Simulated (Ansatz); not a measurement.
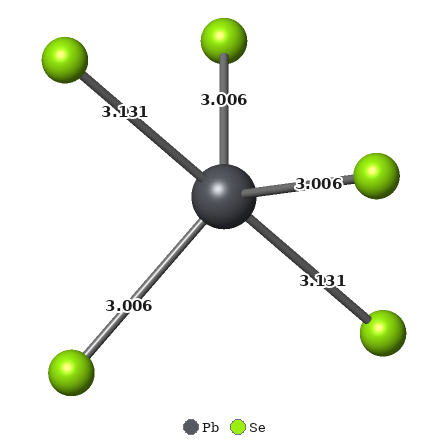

The surroundings of site Pb1 (at 0.333, 0.667, 0.250) in PbSe (P6_3/mmc), with bond lengths in Å.

Origin of the cell: the end point of a relaxation with DFT, PBE, plane waves, PAW (Ansatz 0.2.0); the starting structure was generated, so it need not be a known form of this composition.

```
Pb Se
1.0
     5.20670    0.00000    0.00000
    -2.60335    4.50914    0.00000
     0.00000    0.00000    6.26110
Pb Se
2 2
Direct
  0.33333 0.66667 0.25000
  0.66667 0.33333 0.75000
  0.66667 0.33333 0.25000
  0.33333 0.66667 0.75000
```

Bond valence s = exp((R0 − d)/b), R0 fitted to published crystal structures with b = 0.37 Å; R0 in Å: Pb2+–Se 2.655.

Question: Calculate the bond-valence sum of Pb1 from the bonds drawn.

Answer: 3 × 0.387 + 2 × 0.276 = 1.71 v.u., against a formal valence of 2: underbonded (bonds long for this ion) by 0.29.

Question: And over the whole structure?

Answer:
```tsv
site	x, y, z	formal valence	bond-valence sum	difference
Pb1	0.333, 0.667, 0.250	+2	1.71	-0.29
Se1	0.667, 0.333, 0.250	−2	1.71	-0.29
```

These sums include all anions within 5 Å. The global instability index (root mean square of the differences over all atoms) is 0.29 v.u.: above 0.2, which by the usual rule of thumb marks a strained structure. Cells relaxed with PBE tend to have slightly long bonds, which lowers the sums.
